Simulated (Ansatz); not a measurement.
System: Sn, space group I4_1/amd (No. 141).

Starting cell:
```cif
data_structure
_symmetry_space_group_name_H-M 'P 1'
_symmetry_Int_Tables_number 1
_cell_length_a 4.4199
_cell_length_b 4.4199
_cell_length_c 4.4199
_cell_angle_alpha 97.442
_cell_angle_beta 97.442
_cell_angle_gamma 137.812
_cell_volume 54.10
loop_
_atom_site_label
_atom_site_type_symbol
_atom_site_fract_x
_atom_site_fract_y
_atom_site_fract_z
_atom_site_occupancy
Sn1 Sn 0.00000 0.00000 0.00000 1
Sn2 Sn 0.75000 0.25000 0.50000 1
```

Calculation (Ansatz 0.2.0): periodic Kohn-Sham DFT of a crystal at fixed atoms, scaled to the stated factor times the given cell; pressure positive in compression. Level: PBE.

method frozen-core PAW; relativity scalar; k mesh 15×15×15; occupations Fermi–Dirac; smearing width 0.05 eV; wave cutoff 420 eV; PAW set soft_2.

V(given) is 27.05 Å³/atom.

Predict the pressure and largest field gradient Vzz against V/V(given). The V/V(given) takes the values 0.941, 0.980, 0.990, 1.060.

The pressure falls from 6.880 GPa at V/V(given) 0.941 to −0.404 GPa at 1.060, and changes sign near 1.052. The largest field gradient Vzz falls from 4.787 1e21 V/m² at V/V(given) 0.941 to 4.350 1e21 V/m² at 1.060.

| V/V(given) | pressure (GPa) | largest field gradient Vzz (1e21 V/m²) |
| --- | --- | --- |
| 0.941 | 6.880 | 4.787 |
| 0.980 | 3.916 | 4.644 |
| 0.990 | 3.265 | 4.604 |
| 1.060 | −0.404 | 4.350 |

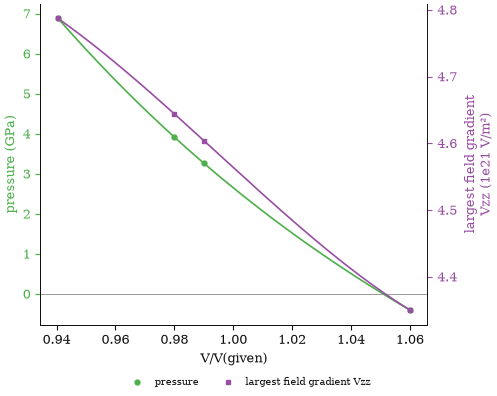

Limits of the calculation: field gradient without spin-orbit coupling on heavy atoms; no gap: field gradients move with the k mesh; shape and atomic fractions are frozen while scaling, which makes layered, chain and framework solids too stiff.
